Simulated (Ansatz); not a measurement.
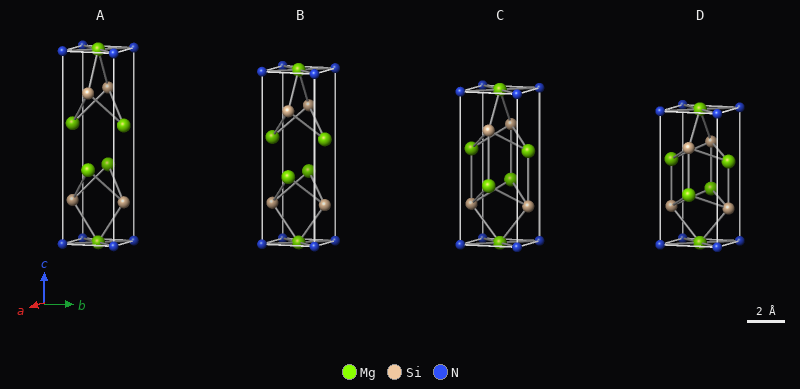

4 geometries from one relaxation of a crystal of Mg₃Si₂N (a generated structure, set up in P-4m2) (coarse preliminary run), in shuffled order. The picture is a ball-and-stick view of the cell of the calculation, seen slightly off an axis.

Theory: Ansatz 0.2.0, DFT PBE, scalar-relativistic, plane waves, PAW. Set-up: plane-wave cutoff 420 eV; k-point mesh 6 × 6 × 4; occupations gaussian; smearing width 0.1 eV; no spin polarisation; cell and atoms relaxed; force threshold 0.04 eV/Å; at most 70 steps.

**Put them in the order of the run, from the start to the converged end.**

D, C, B, A. They are steps 0, 3, 6, 13, at +285 meV per atom, +155 meV per atom, +75.1 meV per atom relative to the last. The energy falls by 285 meV per atom in 11 accepted moves (13 points after the start). Largest force component: 0.89 eV/Å at the start, 0.037 eV/Å at the end. Pressure: 13.17 GPa at the start and −0.22 GPa at the end. At 2 points the geometry stayed and the basis and grid were re-selected for the new cell (energy shift of 43.7 meV per atom at most each time). The largest moves relative to the cell, 0.57 Å, are those of Si atoms. By element the largest moves are Si 0.57 Å, Mg 0.07 Å. N stays in place. The volume changes by +16.1 %, with a = b 3.387 → 3.035 Å (−10.4 %), c 7.422 → 10.728 Å (+44.5 %). Some distances before and after: Mg–Si 2.613 → 4.271 Å, Si–Si 3.387 → 3.035 Å, Mg–Si 2.545 → 2.856 Å, Mg–N 2.395 → 2.146 Å. Bonds break: Mg–Si (2.61 → 4.27 Å). Among the angles between lasting bonds that change: Mg–Si–Mg 140.4° → 97.5°, Si–Mg–Si 140.4° → 97.5°, Mg–Si–Mg 79.8° → 104.8°. The space group stays P-4m2 (No. 115). Cost: 2.6 min on 1 thread of Intel(R) Xeon(R) Processor @ 2.50GHz (Skylake/Cascade Lake), on a shared host, peak memory 0.4 GiB.
